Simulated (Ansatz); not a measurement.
Geometry relaxation of Cu2O (part 2 of 2)

The same run, continued: Cu2O (Pn-3m, 6 atoms in the cell); DFT PBE+U, scalar-relativistic, plane waves, PAW, Ueff = 4 eV on Cu d, no spin polarisation (Ansatz 0.2.0); cutoff 420 eV, 6×6×6 k-mesh, Gaussian smearing of 0.02 eV. The structure derives from an entry of the Crystallography Open Database.

Geometry of the input (Å; fractional positions):
```
4.2600  0.0000  0.0000
0.0000  4.2600  0.0000
0.0000  0.0000  4.2600
Cu 0.2500  0.2500  0.2500
Cu 0.2500  0.7500  0.7500
Cu 0.7500  0.7500  0.2500
Cu 0.7500  0.2500  0.7500
O  0.0000  0.0000  0.0000
O  0.5000  0.5000  0.5000
```

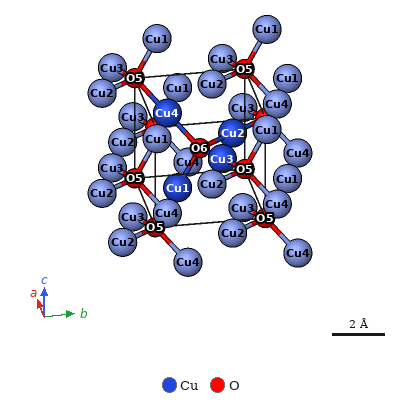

The geometry at step 3 of the log (ball-and-stick view of the cell of the calculation, seen at an oblique angle; neighbours outside the cell are drawn fainter; atoms are numbered from 1 in the order of the input).

**What the program printed, continued**
```
SCF iter   1: F=—  HF=-27630.853231 eV  |F-HF|=—  |Δ(HF+E_count)|=         —  Δρ=1.11e-3  dr2=4.08e-5  ethr=2.63e-7  ⟨swp⟩=3.0  Hψ=6209  notcnv=0
preconditioner: auto → Resta (q_TF=auto, 2.766 Å⁻¹)  ε∞=9.3  [insulator: Δε(μ)=0.684 eV  Ē_g=10.734 eV  σ=0.020 eV  W_gap=1.00  n_scr=26 (ndim 8)  ℏωp=30.9 eV  f_vac=0.028  D(μ)=0.00/eV (n_scr^D=0)  ε∞_Penn≈9.3]
SCF iter   2: F=—  HF=-27630.858701 eV  |F-HF|=—  |Δ(HF+E_count)|=   5.47e-3  Δρ=5.62e-4  dr2=1.30e-5  ethr=4.63e-8  ⟨swp⟩=2.0  Hψ=1620  notcnv=0
SCF iter   3: F=—  HF=-27630.860336 eV  |F-HF|=—  |Δ(HF+E_count)|=   1.63e-3  Δρ=2.02e-4  dr2=1.44e-6  ethr=1.47e-8  ⟨swp⟩=2.3  Hψ=1531  notcnv=0
SCF iter   4: F=—  HF=-27630.860565 eV  |F-HF|=—  |Δ(HF+E_count)|=   2.28e-4  Δρ=5.26e-5  dr2=1.13e-6  ethr=1.64e-9  ⟨swp⟩=2.2  Hψ=1899  notcnv=0
SCF iter   5: F=—  HF=-27630.860565 eV  |F-HF|=—  |Δ(HF+E_count)|=   3.34e-7  Δρ=9.06e-6  dr2=2.03e-8  ethr=1.29e-9  ⟨swp⟩=2.0  Hψ=1556  notcnv=0
SCF iter   6: F=—  HF=-27630.860565 eV  |F-HF|=—  |Δ(HF+E_count)|=   2.66e-8  Δρ=5.92e-6  dr2=2.08e-8  ethr=2.31e-11  ⟨swp⟩=2.0  Hψ=1620  notcnv=0
SCF iter   7: F=—  HF=-27630.860565 eV  |F-HF|=—  |Δ(HF+E_count)|=  6.11e-10  Δρ=1.59e-6  dr2=2.09e-9  ethr=2.31e-11  ⟨swp⟩=2.3  Hψ=1591  notcnv=0
SCF iter   8: F=—  HF=-27630.860565 eV  |F-HF|=—  |Δ(HF+E_count)|=   1.14e-9  Δρ=1.21e-6  dr2=1.14e-9  ethr=2.38e-12  ⟨swp⟩=1.0  Hψ=1060  notcnv=0
SCF iter   9: F=-27630.860565 eV  HF=-27630.860565 eV  |F-HF|=1.82e-11  |Δ(HF+E_count)|=  3.64e-12  Δρ=1.76e-7  dr2=2.03e-11  ethr=1.00e-12  ⟨swp⟩=4.0  Hψ=5110  notcnv=0
SCF 5 converged in 9 iterations: F = -27630.860565 eV  dr2 = 2.03e-11
  greatest PAW one-centre occupation: 1.000 electrons in one spin orbital (limit 2), on the Cu atom at site 2 (counted from 0), in its partial waves of l = 0
relax step   5: F+E_penalty+E_count = -27630.86056496 eV  Δ(F+E_penalty+E_count) = -1.167e-2 eV  max|allowed force component| = 1.850e-17 eV/Å  Δτ_max = 0.0000 Å  P = +0.205 GPa  Ω = 81.106 Å³  stress off target by 2.05e-1 GPa  SCF on the basis re-selected at this cell (its energy is not comparable with the rows above)  (9 SCF iters)
basis re-selected at this cell: Δ(F+E_penalty+E_count) = -1.167e-2 eV, ΔP = +0.196 GPa vs the last step (what re-selecting the basis moved, of the pressure what is left beyond the Pulay correction that the steps carried, after the strain that the cell walked since its last selection, with what the two solves' SCF thresholds leave and, on support functions, any second-order correction that the steps lacked; it is no measure of the basis error at this ecutwfc). This SCF's stress stands 2.05e-1 GPa from its target on what of the cell is left free (relax.cell.stress_tol is 5.00e-2 GPa) and its largest allowed force component is 1.85e-17 eV/Å (relax.f_tol is 5.00e-3 eV/Å): not within both, so this SCF does not close the relaxation
Crystal: 6 atoms, lattice volume = 81.261 Å³
iter 1 solved again at ethr=6.65e-8 eV; its pass at ethr=3.10e-3 eV (dr2=5.85e-5 eV) is discarded
SCF iter   1: F=—  HF=-27630.860302 eV  |F-HF|=—  |Δ(HF+E_count)|=         —  Δρ=3.49e-4  dr2=5.91e-5  ethr=6.65e-8  ⟨swp⟩=2.1  Hψ=4108  notcnv=0
preconditioner: auto → Resta (q_TF=auto, 2.765 Å⁻¹)  ε∞=9.3  [insulator: Δε(μ)=0.680 eV  Ē_g=10.722 eV  σ=0.020 eV  W_gap=1.00  n_scr=26 (ndim 8)  ℏωp=30.8 eV  f_vac=0.029  D(μ)=0.00/eV (n_scr^D=0)  ε∞_Penn≈9.3]
SCF iter   2: F=—  HF=-27630.860296 eV  |F-HF|=—  |Δ(HF+E_count)|=   6.48e-6  Δρ=1.32e-4  dr2=7.19e-6  ethr=6.65e-8  ⟨swp⟩=2.0  Hψ=1568  notcnv=0
SCF iter   3: F=—  HF=-27630.860291 eV  |F-HF|=—  |Δ(HF+E_count)|=   4.69e-6  Δρ=7.40e-5  dr2=3.33e-6  ethr=8.17e-9  ⟨swp⟩=2.0  Hψ=1940  notcnv=0
SCF iter   4: F=—  HF=-27630.860290 eV  |F-HF|=—  |Δ(HF+E_count)|=   7.45e-7  Δρ=1.77e-5  dr2=2.04e-7  ethr=3.79e-9  ⟨swp⟩=2.4  Hψ=1409  notcnv=0
SCF iter   5: F=-27630.860290 eV  HF=-27630.860290 eV  |F-HF|=7.43e-9  |Δ(HF+E_count)|=   5.62e-8  Δρ=1.10e-5  dr2=8.19e-8  ethr=1.19e-10  ⟨swp⟩=7.2  Hψ=6134  notcnv=0
SCF 6 converged in 5 iterations: F = -27630.860290 eV  dr2 = 8.19e-8
relax step   6: F+E_penalty+E_count = -27630.86029025 eV  Δ(F+E_penalty+E_count) = +2.747e-4 eV  max|allowed force component| = 3.315e-17 eV/Å  Δτ_max = 0.0000 Å  P = +0.009 GPa  Ω = 81.261 Å³  energy of the carried Pulay correction = -3.776e-4 eV  (5 SCF iters, dr2 threshold 1.05e-7 eV, accepted)
iter 1 solved again at ethr=1.62e-7 eV; its pass at ethr=3.10e-3 eV (dr2=1.43e-4 eV) is discarded
SCF iter   1: F=—  HF=-27630.860419 eV  |F-HF|=—  |Δ(HF+E_count)|=         —  Δρ=1.23e-5  dr2=8.74e-8  ethr=1.62e-7  ⟨swp⟩=3.0  Hψ=6267  notcnv=0
preconditioner: auto → Resta (q_TF=auto, 2.765 Å⁻¹)  ε∞=9.3  [insulator: Δε(μ)=0.680 eV  Ē_g=10.720 eV  σ=0.020 eV  W_gap=1.00  n_scr=26 (ndim 8)  ℏωp=30.8 eV  f_vac=0.029  D(μ)=0.00/eV (n_scr^D=0)  ε∞_Penn≈9.3]
SCF iter   2: F=—  HF=-27630.860421 eV  |F-HF|=—  |Δ(HF+E_count)|=   2.06e-6  Δρ=5.68e-6  dr2=2.61e-8  ethr=9.93e-11  ⟨swp⟩=2.0  Hψ=1940  notcnv=0
SCF iter   3: F=—  HF=-27630.860421 eV  |F-HF|=—  |Δ(HF+E_count)|=   1.43e-8  Δρ=8.98e-6  dr2=3.84e-8  ethr=2.96e-11  ⟨swp⟩=2.2  Hψ=1651  notcnv=0
SCF iter   4: F=—  HF=-27630.860421 eV  |F-HF|=—  |Δ(HF+E_count)|=   3.79e-9  Δρ=1.91e-6  dr2=1.77e-9  ethr=2.96e-11  ⟨swp⟩=2.0  Hψ=1580  notcnv=0
SCF iter   5: F=—  HF=-27630.860421 eV  |F-HF|=—  |Δ(HF+E_count)|=  1.35e-10  Δρ=8.54e-7  dr2=3.20e-10  ethr=2.01e-12  ⟨swp⟩=2.0  Hψ=1597  notcnv=0
SCF iter   6: F=—  HF=-27630.860421 eV  |F-HF|=—  |Δ(HF+E_count)|=  5.57e-10  Δρ=8.11e-7  dr2=3.77e-10  ethr=1.00e-12  ⟨swp⟩=2.0  Hψ=1559  notcnv=0
SCF iter   7: F=-27630.860421 eV  HF=-27630.860421 eV  |F-HF|=0.00e0  |Δ(HF+E_count)|=  2.18e-11  Δρ=1.03e-7  dr2=5.93e-12  ethr=1.00e-12  ⟨swp⟩=4.0  Hψ=4738  notcnv=0
SCF 7 converged in 7 iterations: F = -27630.860421 eV  dr2 = 5.93e-12
relax step   7: F+E_penalty+E_count = -27630.86042122 eV  Δ(F+E_penalty+E_count) = -1.310e-4 eV  max|allowed force component| = 2.621e-17 eV/Å  Δτ_max = 0.0000 Å  P = +0.013 GPa  Ω = 81.261 Å³  stress off target by 1.26e-2 GPa  SCF on the basis re-selected at this cell (its energy is not comparable with the rows above)  (7 SCF iters)
basis re-selected at this cell: Δ(F+E_penalty+E_count) = -1.310e-4 eV, ΔP = +0.004 GPa vs the last step (what re-selecting the basis moved, of the pressure what is left beyond the Pulay correction that the steps carried, after the strain that the cell walked since its last selection, with what the two solves' SCF thresholds leave and, on support functions, any second-order correction that the steps lacked; it is no measure of the basis error at this ecutwfc). This SCF's stress stands 1.26e-2 GPa from its target on what of the cell is left free (relax.cell.stress_tol is 5.00e-2 GPa) and its largest allowed force component is 2.62e-17 eV/Å (relax.f_tol is 5.00e-3 eV/Å): within both
SCF converged after 7 iterations
Free energy (F): -27630.860421 eV
Harris-Foulkes:  -27630.860421 eV  (|F-HF|=0.00e0)
Internal energy: -27630.860421 eV  (E = F + TS)
E sigma→0 (E₀):  -27630.860421 eV
Fermi energy:    9.766450 eV
--- Per-component energies (eV) ---
  E_band       = -1931.258097
  E_kinetic    = 1545.745491
  E_local      = -20137.074085  (includes V_loc(G=0)·N_el)
  E_nonlocal   = 1696.675375
  E_hartree    = 8806.385581
  E_xc         = -496.159759
  E_vxc        = -637.599295  (∫ρ·V_xc dr)
  E_hubbard    = 1.872130  (on-site DFT+U / exact-exchange correction)
  E_vhub       = -74.171658  (the Hubbard potential's part of the band-sum identity)
  E_paw        = -6999.940934  (= ΣΔE_a)
  E_vpaw       = -1937.611342  (= ΣTr[D̂ρ^β])
  E_aug_tail   = 0.005849  (compensation charges beyond the density's cutoff)
  E_ewald      = -12048.370069
  E_smearing   = -0.000000  (= −TS)
  E_closure    = 0.000000  (closes the sum)
  Σ components = -27630.860421   (vs F -27630.860421, Δ=0.00e0)
--- Forces (eV/Å), atoms counted from 1 ---
  atom   1  Cu    -0.00000000    -0.00000000     0.00000000
  atom   2  Cu     0.00000000     0.00000000     0.00000000
  atom   3  Cu     0.00000000     0.00000000     0.00000000
  atom   4  Cu     0.00000000     0.00000000     0.00000000
  atom   5  O      0.00000000     0.00000000    -0.00000000
  atom   6  O     -0.00000000    -0.00000000     0.00000000
  max |Σ_I F_I| component: 3.47e-18 eV/Å
--- Stress (GPa, compression-positive) ---
        0.012597       0.000000       0.000000
        0.000000       0.012597       0.000000
        0.000000       0.000000       0.012597
  P = ⅓ Tr σ = 0.0126 GPa (0.126 kbar)
--- Band table (eV; the first three rows and the last of 20) ---
  k-point 0: bands = ["-101.2629", "-101.2623", "-101.2623", "-101.2623", "-58.7431", "-58.7316", "-58.7316", "-58.7316", "-58.6442", "-58.6442", "-58.6380", "-58.6380", "-58.6380", "-58.6352", "-58.6352", "-58.6352", "-9.7382", "-8.9796", "2.7676", "2.7676", "2.7676", "5.1039", "5.5955", "5.5955", "5.5955", "5.7126", "5.7126", "5.9938", "5.9938", "5.9938", "6.6963", "6.6963", "6.8836", "6.8836", "6.8836", "6.9660", "6.9660", "6.9660", "7.0947", "7.0947", "7.0947", "9.4264", "9.4264", "9.4264", "10.1059", "11.5517", "11.5517", "17.7938", "17.7938", "17.7938", "19.3057", "19.3057", "19.3057"]
  k-point 1: bands = ["-101.2627", "-101.2624", "-101.2623", "-101.2623", "-58.7423", "-58.7324", "-58.7316", "-58.7316", "-58.6439", "-58.6437", "-58.6385", "-58.6380", "-58.6380", "-58.6358", "-58.6354", "-58.6354", "-9.6893", "-9.0331", "2.8701", "2.8765", "2.8765", "4.8554", "5.1053", "5.1053", "5.4295", "5.7604", "6.0153", "6.0448", "6.2327", "6.2327", "6.7150", "6.7268", "6.8415", "6.8851", "6.9125", "6.9125", "6.9752", "7.0538", "7.0538", "7.2157", "7.2157", "8.7007", "9.3613", "9.3613", "10.3998", "11.9547", "12.2401", "17.3674", "17.6777", "17.6777", "18.0528", "18.7609", "18.7609"]
  k-point 2: bands = ["-101.2626", "-101.2624", "-101.2620", "-101.2620", "-58.7403", "-58.7345", "-58.7316", "-58.7316", "-58.6429", "-58.6421", "-58.6398", "-58.6377", "-58.6377", "-58.6375", "-58.6358", "-58.6358", "-9.5544", "-9.1765", "3.1669", "3.1809", "3.1809", "4.2265", "4.4373", "4.4373", "5.7151", "5.9085", "6.0536", "6.2654", "6.4235", "6.4235", "6.5222", "6.7299", "6.7662", "6.7960", "6.8362", "6.8362", "6.9089", "7.0263", "7.0263", "7.6656", "7.7264", "7.7264", "9.1887", "9.1887", "11.1552", "12.6697", "12.9918", "16.1594", "17.4428", "17.4428", "17.6252", "18.0465", "18.0465"]
  k-point 19: bands = ["-101.2636", "-101.2636", "-101.2636", "-101.2633", "-58.7435", "-58.7315", "-58.7315", "-58.7315", "-58.6436", "-58.6436", "-58.6436", "-58.6356", "-58.6356", "-58.6354", "-58.6354", "-58.6354", "-9.6130", "-9.0478", "2.9230", "2.9230", "2.9230", "4.7753", "4.7753", "4.7753", "5.7984", "5.7984", "5.7984", "6.2384", "6.2384", "6.3938", "6.3938", "6.3938", "6.8612", "6.8612", "6.8612", "6.9756", "6.9756", "6.9756", "7.0379", "7.0379", "8.3116", "8.7637", "8.7637", "8.7637", "12.6645", "12.6645", "12.6645", "14.8106", "14.8106", "14.8106", "17.0991", "17.3819", "23.7577"]
Occupation matrices written to [file]
--- Relaxed structure (5 steps of the walk, 5 accepted, 2 SCFs on fresh bases) ---
  F+E_penalty+E_count = -27630.86042122 eV   max|allowed force component| = 2.621e-17 eV/Å   (the final SCF, on the basis selected at the relaxed cell)
  cell:  # Å, volume = 81.2605 Å³
    - [4.331382890858525, -8.335665540551007e-34, -3.851859888774472e-34]
    - [2.256949153578792e-34, 4.331382890858525, 3.2098832406453924e-35]
    - [-8.666684749742561e-34, 9.62964972193618e-35, 4.331382890858525]
  atoms:
    - { symbol: Cu, position: [0.25, 0.25, 0.25] }
    - { symbol: Cu, position: [0.25, 0.75, 0.75] }
    - { symbol: Cu, position: [0.75, 0.75, 0.25] }
    - { symbol: Cu, position: [0.75, 0.25, 0.75] }
    - { symbol: O, position: [2.07928210443573e-35, -6.769670126801279e-35, 1.113439041326609e-35] }
    - { symbol: O, position: [0.5, 0.5, 0.5] }
```

**Trajectory as extended XYZ (Å, eV, eV/Å), 7 frames, from step=1 to step=7**
```
6
Lattice="4.2600 0.0000 0.0000 0.0000 4.2600 0.0000 0.0000 0.0000 4.2600" Properties=species:S:1:pos:R:3:forces:R:3 step=1 energy=-27630.79316 pressure_GPa=5.71
Cu    1.0650    1.0650    1.0650    0.0000   0.0000   0.0000
Cu    1.0650    3.1950    3.1950    0.0000   0.0000   0.0000
Cu    3.1950    3.1950    1.0650    0.0000   0.0000   0.0000
Cu    3.1950    1.0650    3.1950    0.0000   0.0000   0.0000
O     0.0000    0.0000    0.0000    0.0000   0.0000   0.0000
O     2.1300    2.1300    2.1300    0.0000   0.0000   0.0000
6
Lattice="4.2909 0.0000 0.0000 0.0000 4.2909 0.0000 0.0000 0.0000 4.2909" Properties=species:S:1:pos:R:3:forces:R:3 step=2 energy=-27630.83474 pressure_GPa=2.99
Cu    1.0727    1.0727    1.0727    0.0000   0.0000   0.0000
Cu    1.0727    3.2182    3.2182    0.0000   0.0000   0.0000
Cu    3.2182    3.2182    1.0727    0.0000   0.0000   0.0000
Cu    3.2182    1.0727    3.2182    0.0000   0.0000   0.0000
O     0.0000    0.0000    0.0000    0.0000   0.0000   0.0000
O     2.1455    2.1455    2.1455    0.0000   0.0000   0.0000
6
Lattice="4.3259 0.0000 0.0000 0.0000 4.3259 0.0000 0.0000 0.0000 4.3259" Properties=species:S:1:pos:R:3:forces:R:3 step=3 energy=-27630.84916 pressure_GPa=0.22
Cu    1.0815    1.0815    1.0815    0.0000   0.0000   0.0000
Cu    1.0815    3.2444    3.2444    0.0000   0.0000   0.0000
Cu    3.2444    3.2444    1.0815    0.0000   0.0000   0.0000
Cu    3.2444    1.0815    3.2444    0.0000   0.0000   0.0000
O     0.0000    0.0000    0.0000    0.0000   0.0000   0.0000
O     2.1629    2.1629    2.1629    0.0000   0.0000   0.0000
6
Lattice="4.3286 0.0000 0.0000 0.0000 4.3286 0.0000 0.0000 0.0000 4.3286" Properties=species:S:1:pos:R:3:forces:R:3 step=4 energy=-27630.84890 pressure_GPa=0.01
Cu    1.0822    1.0822    1.0822    0.0000   0.0000   0.0000
Cu    1.0822    3.2465    3.2465    0.0000   0.0000   0.0000
Cu    3.2465    3.2465    1.0822    0.0000   0.0000   0.0000
Cu    3.2465    1.0822    3.2465    0.0000   0.0000   0.0000
O     0.0000    0.0000    0.0000    0.0000   0.0000   0.0000
O     2.1643    2.1643    2.1643    0.0000   0.0000   0.0000
6
Lattice="4.3286 0.0000 0.0000 0.0000 4.3286 0.0000 0.0000 0.0000 4.3286" Properties=species:S:1:pos:R:3:forces:R:3 step=5 energy=-27630.86056 pressure_GPa=0.21
Cu    1.0822    1.0822    1.0822    0.0000   0.0000   0.0000
Cu    1.0822    3.2465    3.2465    0.0000   0.0000   0.0000
Cu    3.2465    3.2465    1.0822    0.0000   0.0000   0.0000
Cu    3.2465    1.0822    3.2465    0.0000   0.0000   0.0000
O     0.0000    0.0000    0.0000    0.0000   0.0000   0.0000
O     2.1643    2.1643    2.1643    0.0000   0.0000   0.0000
6
Lattice="4.3314 0.0000 0.0000 0.0000 4.3314 0.0000 0.0000 0.0000 4.3314" Properties=species:S:1:pos:R:3:forces:R:3 step=6 energy=-27630.86029 pressure_GPa=0.01
Cu    1.0828    1.0828    1.0828    0.0000   0.0000   0.0000
Cu    1.0828    3.2485    3.2485    0.0000   0.0000   0.0000
Cu    3.2485    3.2485    1.0828    0.0000   0.0000   0.0000
Cu    3.2485    1.0828    3.2485    0.0000   0.0000   0.0000
O     0.0000    0.0000    0.0000    0.0000   0.0000   0.0000
O     2.1657    2.1657    2.1657    0.0000   0.0000   0.0000
6
Lattice="4.3314 0.0000 0.0000 0.0000 4.3314 0.0000 0.0000 0.0000 4.3314" Properties=species:S:1:pos:R:3:forces:R:3 step=7 energy=-27630.86042 pressure_GPa=0.01
Cu    1.0828    1.0828    1.0828    0.0000   0.0000   0.0000
Cu    1.0828    3.2485    3.2485    0.0000   0.0000   0.0000
Cu    3.2485    3.2485    1.0828    0.0000   0.0000   0.0000
Cu    3.2485    1.0828    3.2485    0.0000   0.0000   0.0000
O     0.0000    0.0000    0.0000    0.0000   0.0000   0.0000
O     2.1657    2.1657    2.1657    0.0000   0.0000   0.0000
```

**Summary**

```csv
quantity,value
outcome,converged
space group (tolerance 0.01 Å),Pn-3m (224)
electrons treated,88
free energy,−27630.8604 eV
Fermi energy,9.766 eV
gap on the k-point mesh,0.68 eV
pressure,0.01 GPa
final volume,81.26 Å³
largest force (length of the vector) at the end,under 0.001 eV/Å
final cell,"a = 4.331 Å, b = 4.331 Å, c = 4.331 Å, α = 90.00°, β = 90.00°, γ = 90.00°"
hardware,"2 threads of Intel Xeon (Sapphire Rapids), 32 GiB of memory available, shared host"
wall time,23 s (CPU time 44 s)
peak memory,0.5 GiB
```
